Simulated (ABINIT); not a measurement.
# Single-point calculation, with input and output: SiC

The run: single-point calculation of SiC (F-43m, 2 atoms in the cell). Method and program: Kohn-Sham DFT of a periodic cell, PBE, PseudoDojo NC SR PBE v0.4.1 standard, no spin polarisation (ABINIT 10.8.3).

The structure derives from an entry of the Crystallography Open Database.

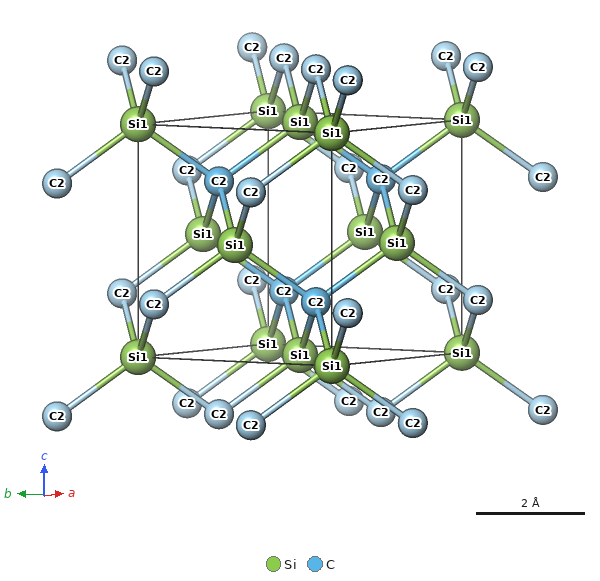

Figure 1. The structure (ball-and-stick view of the cell 4 times as large as that of the calculation, set on its symmetry axes, seen at an oblique angle; neighbours outside the cell are drawn fainter; atoms are numbered from 1 in the order of the input). An atom can appear more than once, as a periodic image.

**Summary**

```csv
quantity,value
outcome,converged
space group (tolerance 0.01 Å),F-43m (216)
electrons treated,8
free energy,−279.4257 eV
Fermi energy,7.523 eV
gap on the k-point mesh,1.36 eV
pressure,1.71 GPa
largest force (length of the vector),under 0.001 eV/Å
hardware,"4 threads of Arm Neoverse V2, 24 GiB of memory available, shared host"
wall time,2.8 s (CPU time 11 s)
peak memory,0.24 GiB
```

**Remarks**

Points of doubt noted for this run: cutoff too low for stress.

**Input**
```
# Pseudopotentials
pp_dirpath "./"
pseudos "Si.upf, C.upf"

# Structure
acell 3*1.0
rprim
     0.0000000000     4.1177132256     4.1177132256
     4.1177132256     0.0000000000     4.1177132256
     4.1177132256     4.1177132256     0.0000000000
ntypat 2
znucl 14 6
natom 2
typat 1 2
xred
     0.0000000000     0.0000000000     0.0000000000
     0.7500000000     0.7500000000     0.7500000000

# Plane-wave basis
ecut 31.0

# k points
kptopt 1
ngkpt 8 8 8
nshiftk 1
shiftk 0.0 0.0 0.0

# Exchange and correlation
ixc 11

# Bands and occupations
nband 8
occopt 3
tsmear 0.00183747

# SCF cycle
nstep 100
tolvrs 1.0e-10

# Output
iomode 3
prtwf 0
prtden 0
prteig 0
prtebands 0
```

Launch command:
```bash
mpirun --bind-to none -np 4 abinit run.abi > log 2>&1
```

**Log**
```
.Version 10.8.3 of ABINIT
 Symmetries : space group F-4 3 m (#216); Bravais cF (face-center cubic)
================================================================================
 Values of the parameters that define the memory need of the present run
     intxc =       0    ionmov =       0      iscf =       7    lmnmax =       6
     lnmax =       6     mgfft =      30  mpssoang =       3    mqgrid =    3001
     natom =       2  nloc_mem =       1    nspden =       1   nspinor =       1
    nsppol =       1      nsym =      24    n1xccc =    2501    ntypat =       2
    occopt =       3   xclevel =       2
       mpw =        1174          nfft =       27000          nkpt =          29
================================================================================
================================================================================

--------------------------------------------------------------------------------
------------- Echo of variables that govern the present computation ------------
--------------------------------------------------------------------------------
 -outvars: echo values of preprocessed input variables --------
            acell      1.0000000000E+00  1.0000000000E+00  1.0000000000E+00 Bohr
              amu      2.80855000E+01  1.20110000E+01
             ecut      3.10000000E+01 Hartree
              ixc          11
         kptrlatt        8    0    0      0    8    0      0    0    8
          kptrlen      4.65866071E+01
            natom           2
            nband           8
            ngfft          30      30      30
             nkpt          29
            nstep         100
             nsym          24
           ntypat           2
           occopt           3
           prtden           0
        prtebands           0
           prteig           0
            prtwf           0
            rprim      0.0000000000E+00  4.1177132256E+00  4.1177132256E+00
                       4.1177132256E+00  0.0000000000E+00  4.1177132256E+00
                       4.1177132256E+00  4.1177132256E+00  0.0000000000E+00
          spgroup         216
           tolvrs      1.00000000E-10
           tsmear      1.83747000E-03 Hartree
            typat      1  2
           xangst      0.0000000000E+00  0.0000000000E+00  0.0000000000E+00
                       3.2684999978E+00  3.2684999978E+00  3.2684999978E+00
            xcart      0.0000000000E+00  0.0000000000E+00  0.0000000000E+00
                       6.1765698384E+00  6.1765698384E+00  6.1765698384E+00
             xred      0.0000000000E+00  0.0000000000E+00  0.0000000000E+00
                       7.5000000000E-01  7.5000000000E-01  7.5000000000E-01
            znucl       14.00000    6.00000

================================================================================

 chkinp: Checking input parameters for consistency.

================================================================================
== DATASET  1 ==================================================================

--- !DatasetInfo
iteration_state: {dtset: 1, }
dimensions: {natom: 2, nkpt: 29, mband: 8, nsppol: 1, nspinor: 1, nspden: 1, mpw: 1174, }
cutoff_energies: {ecut:  31.0, pawecutdg:  -1.0, }
electrons: {nelect:   8.00000000E+00, charge:   0.00000000E+00, occopt:   3.00000000E+00, tsmear:   1.83747000E-03, }
meta: {optdriver: 0, ionmov: 0, optcell: 0, iscf: 7, paral_kgb: 0, }
...

 Exchange-correlation functional for the present dataset will be:
  GGA: Perdew-Burke-Ernzerhof functional - ixc=11
  J.P.Perdew, K.Burke, M.Ernzerhof, PRL 77, 3865 (1996)

 Real(R)+Recip(G) space primitive vectors, cartesian coordinates (Bohr,Bohr^-1):
 R(1)=  0.0000000  4.1177132  4.1177132  G(1)= -0.1214266  0.1214266  0.1214266
 R(2)=  4.1177132  0.0000000  4.1177132  G(2)=  0.1214266 -0.1214266  0.1214266
 R(3)=  4.1177132  4.1177132  0.0000000  G(3)=  0.1214266  0.1214266 -0.1214266
 Unit cell volume ucvol=  1.3963629E+02 bohr^3
 Angles (23,13,12)=  6.00000000E+01  6.00000000E+01  6.00000000E+01 degrees

 getcut: wavevector=  0.0000  0.0000  0.0000  ngfft=  30  30  30
         ecut(hartree)=     31.000   => boxcut(ratio)=   2.05772

--- Pseudopotential description ------------------------------------------------
- pspini: atom type   1  psp file is ./Si.upf
12 -101130 2 -1 1510                          pspcod,pspxc,lmax,lloc,mmax
     nproj     2     2     2

- pspini: atom type   2  psp file is ./C.upf
12 -101130 1 -1 1248                          pspcod,pspxc,lmax,lloc,mmax
     nproj     2     2     0

   1.09253459E+02                                ecore*ucvol(ha*bohr**3)
--------------------------------------------------------------------------------

================================================================================

--- !BeginCycle
iteration_state: {dtset: 1, }
solver: {iscf: 7, nstep: 100, nline: 4, wfoptalg: 0, }
tolerances: {tolvrs: 1.00E-10, }
...

     iter   Etot(hartree)      deltaE(h)  residm     vres2
 ETOT  1  -10.171491568915    -1.017E+01 7.137E-02 2.911E+02
 ETOT  2  -10.230824628313    -5.933E-02 1.273E-02 1.218E+02
 ETOT  3  -10.268665592665    -3.784E-02 3.933E-03 1.247E-01
 ETOT  4  -10.268704433273    -3.884E-05 3.206E-03 3.435E-03
 ETOT  5  -10.268704714613    -2.813E-07 3.749E-04 1.470E-04
 ETOT  6  -10.268704731993    -1.738E-08 5.212E-04 6.232E-07
 ETOT  7  -10.268704732060    -6.714E-11 5.593E-05 5.928E-09
 ETOT  8  -10.268704732061    -4.476E-13 1.045E-04 1.052E-10
 ETOT  9  -10.268704732061     7.994E-14 1.436E-05 3.467E-13

 At SCF step    9       vres2   =  3.47E-13 < tolvrs=  1.00E-10 =>converged.

 Cartesian components of stress tensor (hartree/bohr^3)
  sigma(1 1)= -5.81875723E-05  sigma(3 2)=  0.00000000E+00
  sigma(2 2)= -5.81875723E-05  sigma(3 1)=  0.00000000E+00
  sigma(3 3)= -5.81875723E-05  sigma(2 1)=  0.00000000E+00

--- !ResultsGS
iteration_state: {dtset: 1, }
comment   : Summary of ground state results
lattice_vectors:
- [  0.0000000,   4.1177132,   4.1177132, ]
- [  4.1177132,   0.0000000,   4.1177132, ]
- [  4.1177132,   4.1177132,   0.0000000, ]
lattice_lengths: [   5.82333,    5.82333,    5.82333, ]
lattice_angles: [ 60.000,  60.000,  60.000, ] # degrees, (23, 13, 12)
lattice_volume:   1.3963629E+02
convergence: {deltae:  7.994E-14, res2:  3.467E-13, residm:  1.436E-05, diffor: null, }
etotal    :  -1.02687047E+01
entropy   :   0.00000000E+00
fermie    :   2.76474529E-01
cartesian_stress_tensor: # hartree/bohr^3
- [ -5.81875723E-05,   0.00000000E+00,   0.00000000E+00, ]
- [  0.00000000E+00,  -5.81875723E-05,   0.00000000E+00, ]
- [  0.00000000E+00,   0.00000000E+00,  -5.81875723E-05, ]
pressure_GPa:   1.7119E+00
xred      :
- [  0.0000E+00,   0.0000E+00,   0.0000E+00, Si]
- [  7.5000E-01,   7.5000E-01,   7.5000E-01,  C]
cartesian_forces: # hartree/bohr
- [  2.04349256E-30,   2.04349256E-30,  -6.13047767E-30, ]
- [ -2.04349256E-30,  -2.04349256E-30,   6.13047767E-30, ]
force_length_stats: {min:   6.77749807E-30, max:   6.77749807E-30, mean:   6.77749807E-30, }
...

 Integrated electronic density in atomic spheres:
 ------------------------------------------------
 Atom  Sphere_radius  Integrated_density
    1        2.00000          1.95963340
    2        2.00000          4.25793464
================================================================================

 ----iterations are completed or convergence reached----

 Mean square residual over all n,k,spin=   15.987E-08; max=  14.362E-06
 reduced coordinates (array xred) for    2 atoms
       0.000000000000      0.000000000000      0.000000000000
       0.750000000000      0.750000000000      0.750000000000
 rms dE/dt=  2.3800E-29; max dE/dt=  3.3658E-29; dE/dt below (all hartree)
    1       0.000000000000      0.000000000000      0.000000000000
    2      -0.000000000000     -0.000000000000      0.000000000000

 cartesian coordinates (angstrom) at end:
    1      0.00000000000000     0.00000000000000     0.00000000000000
    2      3.26849999781472     3.26849999781472     3.26849999781472

 cartesian forces (hartree/bohr) at end:
    1      0.00000000000000     0.00000000000000    -0.00000000000000
    2     -0.00000000000000    -0.00000000000000     0.00000000000000
 frms,max,avg= 3.9129903E-30 6.1304777E-30   0.000E+00  0.000E+00  0.000E+00 h/b

 cartesian forces (eV/Angstrom) at end:
    1      0.00000000000000     0.00000000000000    -0.00000000000000
    2     -0.00000000000000    -0.00000000000000     0.00000000000000
 frms,max,avg= 2.0121405E-28 3.1524184E-28   0.000E+00  0.000E+00  0.000E+00 e/A
 length scales=  1.000000000000  1.000000000000  1.000000000000 bohr
              =  0.529177210544  0.529177210544  0.529177210544 angstroms
 Fermi (or HOMO) energy (hartree) =   0.27647   Average Vxc (hartree)=  -0.41496
 Eigenvalues (hartree) for nkpt=  29  k points:
 kpt#   1, nband=  8, wtk=  0.00195, kpt=  0.0000  0.0000  0.0000 (reduced coord)
  -0.31516    0.25132    0.25132    0.25132    0.47976    0.51991    0.51991    0.51991
      occupation numbers for kpt#   1
   2.00000    2.00000    2.00000    2.00000    0.00000    0.00000    0.00000    0.00000
 prteigrs : prtvol=0 or 1, do not print more k-points.

--- !EnergyTerms
iteration_state     : {dtset: 1, }
comment             : Components of total free energy in Hartree
kinetic             :  5.88408373327301E+00
hartree             :  1.16616034139231E+00
xc                  : -3.77849696877764E+00
Ewald energy        : -1.04656108845111E+01
psp_core            :  7.82414534077247E-01
local_psp           : -4.12248065873388E+00
non_local_psp       :  2.65225172135432E-01
internal            : -1.02687047311446E+01
'-kT*entropy'       : -9.15976085556967E-10
total_energy        : -1.02687047320606E+01
total_energy_eV     : -2.79425690710034E+02
band_energy         :  2.75614900052578E-01
...

 Cartesian components of stress tensor (hartree/bohr^3)
  sigma(1 1)= -5.81875723E-05  sigma(3 2)=  0.00000000E+00
  sigma(2 2)= -5.81875723E-05  sigma(3 1)=  0.00000000E+00
  sigma(3 3)= -5.81875723E-05  sigma(2 1)=  0.00000000E+00

-Cartesian components of stress tensor (GPa)         [Pressure=  1.7119E+00 GPa]
- sigma(1 1)= -1.71193748E+00  sigma(3 2)=  0.00000000E+00
- sigma(2 2)= -1.71193748E+00  sigma(3 1)=  0.00000000E+00
- sigma(3 3)= -1.71193748E+00  sigma(2 1)=  0.00000000E+00

== END DATASET(S) ==============================================================
================================================================================

 -outvars: echo values of variables after computation  --------
            acell      1.0000000000E+00  1.0000000000E+00  1.0000000000E+00 Bohr
           etotal     -1.0268704732E+01
            fcart      2.0434925555E-30  2.0434925555E-30 -6.1304776666E-30
                      -2.0434925555E-30 -2.0434925555E-30  6.1304776666E-30
            rprim      0.0000000000E+00  4.1177132256E+00  4.1177132256E+00
                       4.1177132256E+00  0.0000000000E+00  4.1177132256E+00
                       4.1177132256E+00  4.1177132256E+00  0.0000000000E+00
           strten     -5.8187572285E-05 -5.8187572285E-05 -5.8187572285E-05
                       0.0000000000E+00  0.0000000000E+00  0.0000000000E+00
           xangst      0.0000000000E+00  0.0000000000E+00  0.0000000000E+00
                       3.2684999978E+00  3.2684999978E+00  3.2684999978E+00
             xred      0.0000000000E+00  0.0000000000E+00  0.0000000000E+00
                       7.5000000000E-01  7.5000000000E-01  7.5000000000E-01
 Calculation completed.
```
